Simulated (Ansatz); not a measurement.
Start from this file.

```cif
data_structure
_symmetry_space_group_name_H-M 'P 63 m c'
_symmetry_Int_Tables_number 186
_cell_length_a 2.7583
_cell_length_b 2.7583
_cell_length_c 4.2269
_cell_angle_alpha 90.000
_cell_angle_beta 90.000
_cell_angle_gamma 120.000
_cell_volume 27.85
loop_
_atom_site_label
_atom_site_type_symbol
_atom_site_symmetry_multiplicity
_atom_site_Wyckoff_symbol
_atom_site_fract_x
_atom_site_fract_y
_atom_site_fract_z
_atom_site_occupancy
B1 B 2 b 0.66667 0.33333 0.99972 1
N1 N 2 b 0.66667 0.33333 0.62528 1
```

### What does this file describe?

Formula: BN. The space group is P6_3mc (No. 186); the lattice is primitive hexagonal. Prototype: wurtzite. The cell has 4 atoms, namely 2 B, 2 N. B bonds to four N in a distorted tetrahedral arrangement at 1.58 to 1.68 Å. About every N there are four B in a distorted tetrahedral arrangement at 1.58 to 1.68 Å. The bonds build a three-dimensional framework.

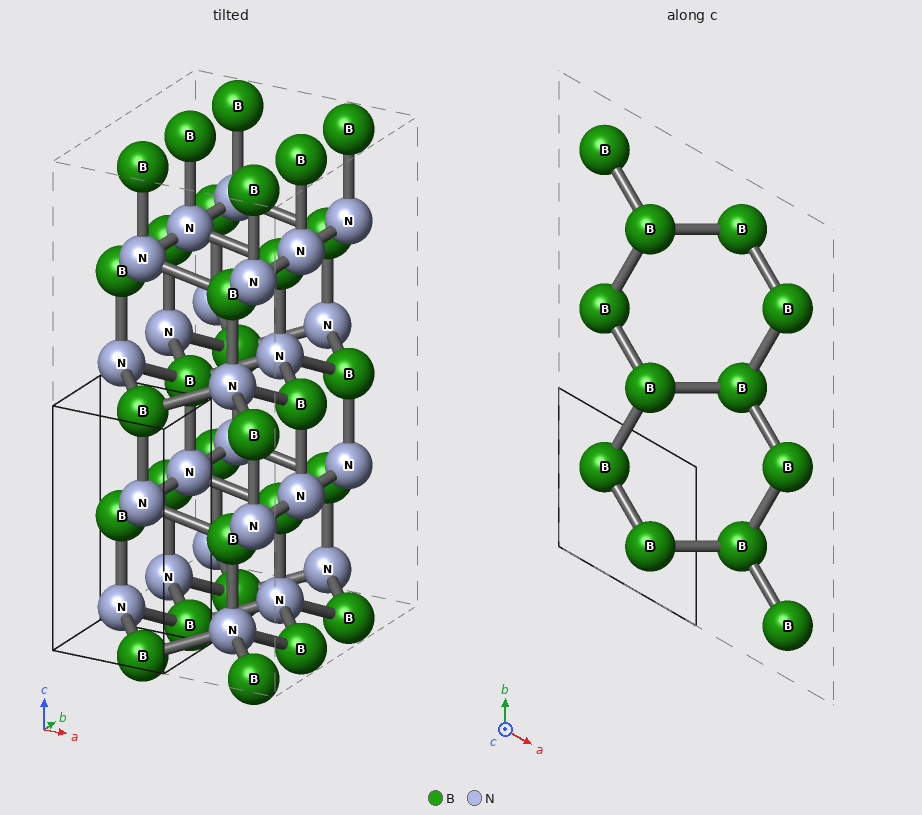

This ball-and-stick model is shown slightly off an axis and along the c axis. The conventional unit cell (solid box) is repeated to 2×3×2 cells. Colours: boron green, nitrogen light blue.

The initial geometry was a structure listed in the Materials Project. The cell was then strained or its atoms displaced on purpose. A calculation with Ansatz used it as input.

At this level of theory the cell isn't at rest (stretched, at -51 GPa), so its distances can differ from those at equilibrium, the more so the softer the solid.
